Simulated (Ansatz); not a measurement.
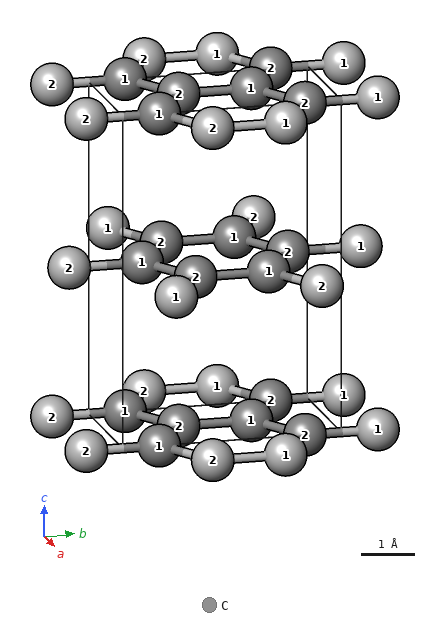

*The input geometry (ball-and-stick view of the cell 4 times as large as that of the calculation, set on its symmetry axes, seen slightly off an axis; neighbours outside the cell are drawn fainter; atoms are numbered from 1 in the order of the input). An atom can appear more than once, as a periodic image.*

Near neighbours in the periodic cell (some may lie outside the picture): C has 3 C at 1.43 Å.

C: single-point calculation

System: C (Fmmm, 2 atoms in the cell).
Method: DFT LDA, scalar-relativistic, plane waves, PAW, no spin polarisation (Ansatz 0.2.0).

The structure derives from an entry of the Crystallography Open Database. It belongs to a series of runs on one base structure; here: ratio of the length along z to the lengths across it x 0.96, volume and fractional coordinates fixed. Figures and captions count atoms from 1; the log counts them from 0 in places.

**Output**
```
Engine: ansatz 0.2.0, aarch64-unknown-linux-gnu
Pseudopotentials: kind: paw
Pseudopotential: C, paw, valence charge 4, recommended cutoff 420 eV (normal), C.paw.azcp
Functional definition: SPW92
  exchange = slater_x
  correlation = pw_c
Crystal: 2 atoms, lattice volume = 17.391 Å³
Basis set: ecut = 420 eV, 329 PW (Γ)
Bands: 8, of which v1, the nominal top of the filled ones, is band 4 counted from 1 (3 counted from 0)
Symmetry: 8 space group operations
Space group: Fmmm (ITA 69), of the structure as read, at distance tolerance 2.6e-5 Å
k-points: 865 of 5832
Non-local potential: C, projectors of the file, l = 0: 2, l = 1: 2, l = 2: 1
PAW form: soft (Blöchl's): semilocal exchange-correlation on the pseudo side does not see the compensation charge
PAW frozen core: C, regenerated for the run's functional, and the local potential with it (the file was generated under x = pbe(κ = 0.804, μ = 0.2195149727645171), c = pbe(β = 0.06672455060314922))
PAW one-centre angular grid: C, 110 points (default); XC on 64 Gauss nodes
Initial density: superposition of atomic densities (neutral atoms: chi_scale 0, normalization atom), corrected by the library's trained network
Initial wavefunctions: pseudopotential atomic-orbital guess
Functional: x = slater, c = lda
SCF iter   1: F=—  HF=-485.936584 eV  |F-HF|=—  |Δ(HF+E_count)|=         —  Δρ=5.90e-3  dr2=2.21e-3  ethr=1.77e-3  ⟨swp⟩=4.5  Hψ=44933  notcnv=0
preconditioner: auto → none  [insulator: Δε(μ)=0.094 eV  Ē_g=18.107 eV  σ=0.030 eV  W_gap=0.97  n_scr=2 (ndim 8)  ℏωp=25.2 eV  f_vac=0.000  D(μ)=0.00/eV (n_scr^D=0)  ε∞_Penn≈2.9]
SCF iter   2: F=—  HF=-485.936520 eV  |F-HF|=—  |Δ(HF+E_count)|=   6.40e-5  Δρ=2.89e-3  dr2=5.18e-4  ethr=2.76e-5  ⟨swp⟩=1.3  Hψ=14205  notcnv=0
SCF iter   3: F=—  HF=-485.936446 eV  |F-HF|=—  |Δ(HF+E_count)|=   7.44e-5  Δρ=2.15e-4  dr2=1.11e-5  ethr=6.47e-6  ⟨swp⟩=1.0  Hψ=6920  notcnv=0
SCF iter   4: F=—  HF=-485.936442 eV  |F-HF|=—  |Δ(HF+E_count)|=   4.16e-6  Δρ=8.96e-5  dr2=1.98e-6  ethr=1.39e-7  ⟨swp⟩=2.0  Hψ=9339  notcnv=0
iter 5 did not close the SCF: its close was put off for the readings that it lacked (scf_convergence_deferred on its scf_iter line)
SCF iter   5: F=-485.936441 eV  HF=-485.936441 eV  |F-HF|=4.14e-8  |Δ(HF+E_count)|=   8.77e-7  Δρ=1.85e-5  dr2=5.79e-8  ethr=2.47e-8  ⟨swp⟩=2.1  Hψ=10091  notcnv=0
SCF iter   6: F=-485.936441 eV  HF=-485.936441 eV  |F-HF|=1.17e-9  |Δ(HF+E_count)|=   2.66e-8  Δρ=3.44e-6  dr2=1.69e-9  ethr=7.23e-10  ⟨swp⟩=5.7  Hψ=34631  notcnv=0
SCF 1 converged in 6 iterations: F = -485.936441 eV  dr2 = 1.69e-9
  greatest PAW one-centre occupation: 0.662 electrons in one spin orbital (limit 2), on the C atom at site 1 (counted from 0), in its partial waves of l = 0
SCF converged after 6 iterations
Free energy (F): -485.936441 eV
Harris-Foulkes:  -485.936441 eV  (|F-HF|=1.17e-9)
Internal energy: -485.936439 eV  (E = F + TS)
E sigma→0 (E₀):  -485.936440 eV
Entropy (-TS):   -0.000002 eV (-0.001 meV/atom)
Fermi energy:    6.854368 eV
--- Per-component energies (eV) ---
  E_band       = -16.876103
  E_kinetic    = 180.731783
  E_local      = -291.701665  (includes V_loc(G=0)·N_el)
  E_nonlocal   = 56.513363
  E_hartree    = 85.277612
  E_xc         = -94.743030
  E_vxc        = -117.775550  (∫ρ·V_xc dr)
  E_paw        = -183.660958  (= ΣΔE_a)
  E_vpaw       = -15.198661  (= ΣTr[D̂ρ^β])
  E_aug_tail   = 0.000020  (compensation charges beyond the density's cutoff)
  E_ewald      = -238.479228
  E_core_change = 0.125665  (= ΣΔE_core)
  E_smearing   = -0.000002  (= −TS)
  E_closure    = -0.000000  (closes the sum)
  Σ components = -485.936441   (vs F -485.936441, Δ=0.00e0)
--- Forces (eV/Å), atoms counted from 1 ---
  atom   1  C      0.00000000    -0.00095151     0.00000000
  atom   2  C      0.00000000     0.00095151     0.00000000
  max |Σ_I F_I| component: 1.08e-19 eV/Å
--- Stress (GPa, compression-positive) ---
      -17.082259       0.000000       0.000000
        0.000000     -17.240547       0.000000
        0.000000       0.000000       1.079666
  P = ⅓ Tr σ = -11.0810 GPa (-110.810 kbar)
--- Band table (eV; the first three rows and the last of 865) ---
  k-point 0: bands = ["-12.4754", "0.6047", "3.8696", "3.8920", "11.0768", "15.0594", "15.1510", "17.9279"]
  k-point 1: bands = ["-12.4000", "0.6640", "3.5995", "3.7217", "11.2059", "15.1562", "15.3977", "17.6644"]
  k-point 2: bands = ["-12.1743", "0.8434", "2.8139", "3.3121", "11.5906", "15.2029", "16.2598", "16.9188"]
  k-point 864: bands = ["-12.0828", "-1.7395", "3.8424", "3.8866", "15.0181", "15.1056", "17.7068", "18.1060"]
```

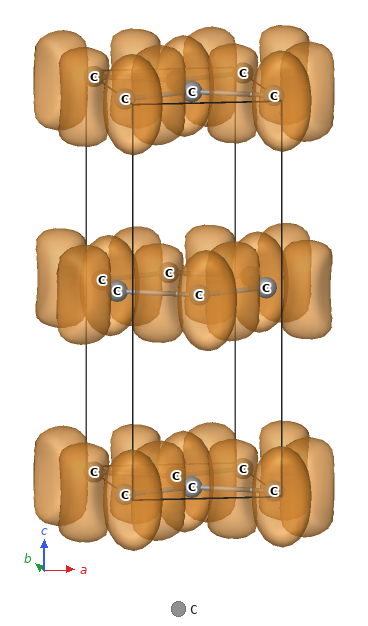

*Isosurface of the ELF at 0.7 (orange), seen slightly off an axis. Core shells and regions of very low density are left out. Sticks mark near contacts. The outline is the cell set on symmetry axes.*

Values along the shortest contacts: C–C (1.43 Å): the ELF peaks at about 0.95 between the atoms (a covalent bond). The fields are those of the smooth PAW valence density.

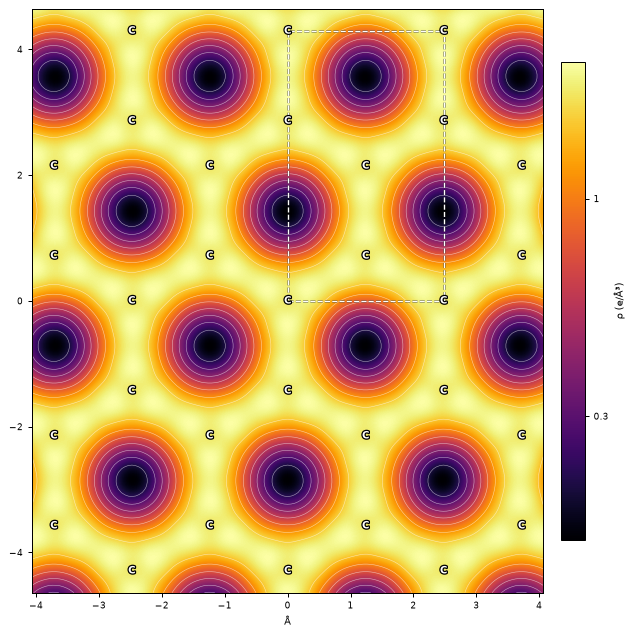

*Valence pseudo-density on the (001) plane of the conventional cell.*

Atoms in the plane: C. C–C (1.43 Å): the density is about 2 e/Å³ at the midpoint. Away from the nuclei the density in this plane falls to 0.15 e/Å³ at its lowest.

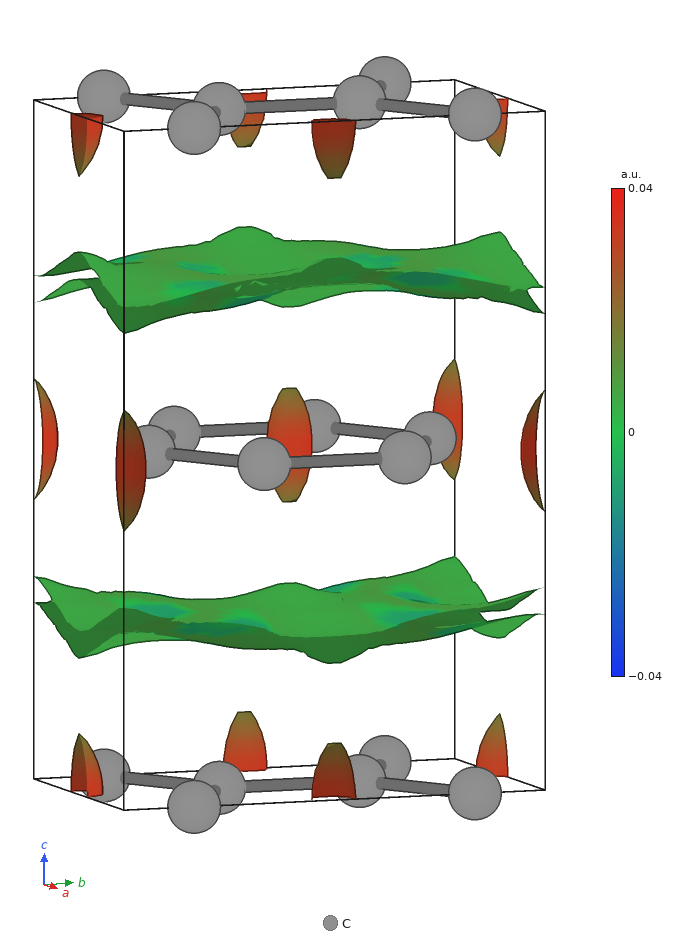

*Non-covalent interaction (NCI) plot: the surface where the reduced density gradient is 0.5, for densities under 0.05 a.u., coloured by sign(λ₂)ρ; seen slightly off an axis. The outline is the cell set on symmetry axes.*

Sheets between layers or molecules: weak, van der Waals-like contact (green) (×2)

This output came from the following input.

**Input**
```yaml
crystal:
  lattice:
    - [0.0, 2.1456495685, 3.2695477669]
    - [1.2395372243, 0.0, 3.2695477669]
    - [1.2395372243, 2.1456495685, 0.0]
  atoms:
    - { symbol: C, position: [0.1667065656, 0.8332934344, 0.1667065656] }
    - { symbol: C, position: [0.8332934344, 0.1667065656, 0.8332934344] }
basis:
  ecutwfc: 420
kpoints:
  mp_grid: { grid: [18, 18, 18] }
hamiltonian:
  xc: lda
scf:
  occupations: { method: gaussian, width: 0.03 }
output:
  forces: true
  stress: true
  eigenvalues: true
  write_density: true
  write_potential: true
  elf: true
  volumetric_format: npy
```

Command:
```bash
ansatz run input.yaml --threads 1 --pin off --max-ram 2560MiB --backend cpu --events-out ev --progress --plain --runs-dir out
```

**Key numbers**

| quantity | value |
| --- | --- |
| outcome | converged |
| space group (tolerance 0.01 Å) | Fmmm (69) |
| electrons treated | 8 |
| free energy | −485.9364 eV |
| Fermi energy | 6.854 eV |
| gap on the k-point mesh | 0.09 eV |
| pressure | −11.08 GPa |
| largest force (length of the vector) | 0.001 eV/Å |
| hardware | 1 thread of Arm Neoverse V2, 128 GiB of memory available, shared host |
| wall time | 9.6 s |
| peak memory | 0.4 GiB |
